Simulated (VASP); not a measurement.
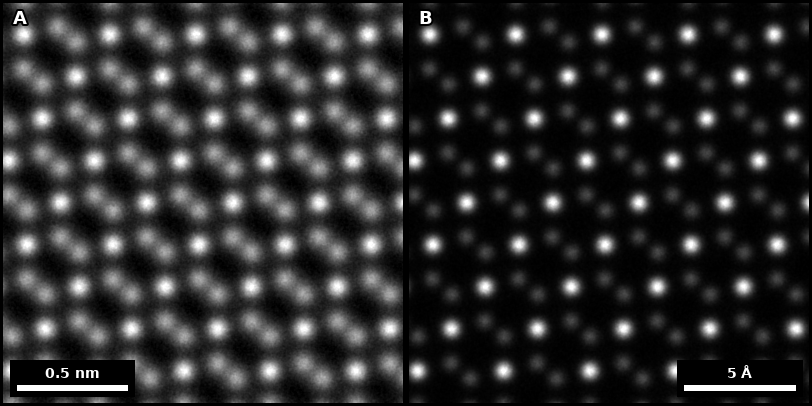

Two simulated images of the same area of Al₂Cu (I4/mcm, No. 140) along [100], with a probe of 0.59 Å. One is incoherent Z contrast (Z^1.7 per atom), the other the projected potential of neutral atoms blurred by the probe (iDPC-like, thin sample). Brightness is counted from the darkest point of the image. Shot noise was added. Model: an entry of the Crystallography Open Database, as set up for an electronic-structure calculation.

**Which panel is which, and how can one tell?**

B is the Z-contrast image and A the potential image. The columns of 1 Al per repeat reach about 25 % of the brightest peak (1 Cu) in B but about 63 % in A, mainly since the potential grows much more slowly with atomic number.
